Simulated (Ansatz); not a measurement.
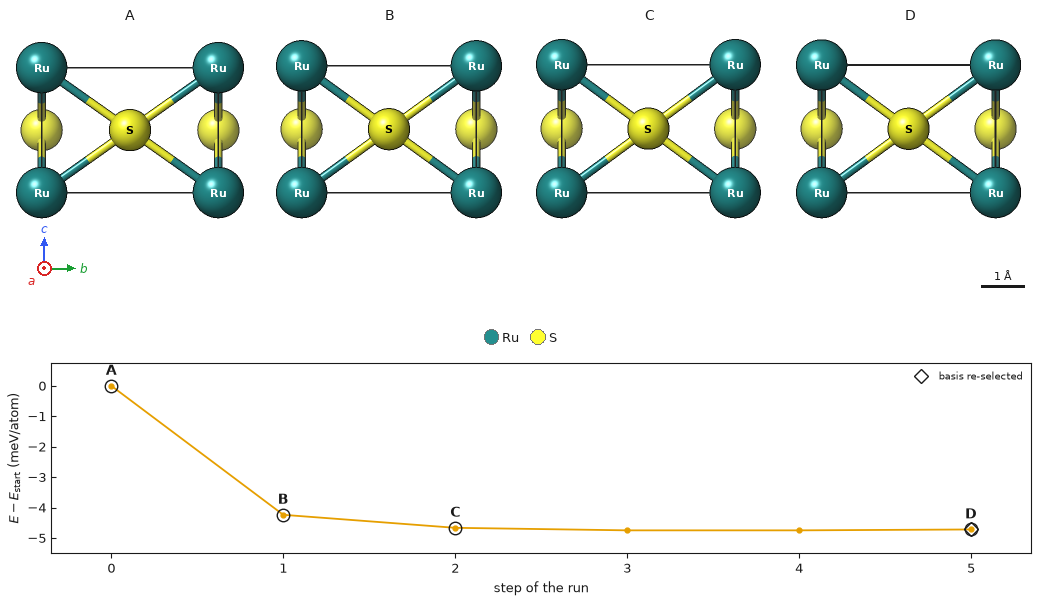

Frames of a relaxation of solid RuS₂ (a generated structure, set up in P4/mmm), marked on the history of the run. A ball-and-stick model of the cell of the calculation, seen along the a axis.

Theory: Ansatz 0.2.0, DFT PBE, scalar-relativistic, plane waves, PAW.

The input:
```yaml
crystal:
  lattice:
    - [4.12478767, 0.0, 0.0]
    - [0.0, 4.12478767, 0.0]
    - [0.0, 0.0, 2.91666533]
  atoms:
    - { symbol: Ru, position: [0.0, 0.0, 0.0] }
    - { symbol: S, position: [0.5, 0.0, 0.5] }
    - { symbol: S, position: [0.0, 0.5, 0.5] }
basis:
  ecutwfc: 420
kpoints:
  mp_grid: { grid: [12, 12, 16] }
hamiltonian:
  xc: pbe
scf:
  occupations: { method: gaussian, width: 0.1 }
output:
  forces: true
  stress: true
  eigenvalues: true
  write_density: true
  write_potential: true
  elf: true
  volumetric_format: npy
relax:
  adjacent_minimum: "off"
  f_tol: 0.01
  max_steps: 80
  cell: { stress_tol: 0.05 }
```

Launched with:
```bash
ansatz run input.yaml --threads 1 --pin off --max-ram 2048MiB --backend cpu --events-out ev --progress --plain --runs-dir out
```

What happens along the run?

Over 4 accepted moves (5 points after the start) the energy falls by 4.7 meV per atom. All forces vanish by symmetry, so only the cell relaxes. The pressure goes from −0.91 to −0.01 GPa. The SCF was repeated once at an unchanged geometry on a basis and grid sized afresh for the cell, which shifted the energy by less than 0.05 meV per atom at most. The atoms keep their places relative to the cell (all moves are under 0.005 Å). Cell: a = b 4.125 → 4.059 Å (−1.6 %), c 2.917 → 2.978 Å (+2.1 %). Volume −1.2 %. Among the contacts that change: Ru1–Ru1 2.917 → 2.978 Å, Ru1–S2 2.526 → 2.517 Å. The space group stays P4/mmm (No. 123). From step 0 to 1: volume −0.8 %, energy −4.2 meV per atom. From step 1 to 2: volume −0.4 %, energy −0.4 meV per atom. From step 2 to 5: energy −0.1 meV per atom.
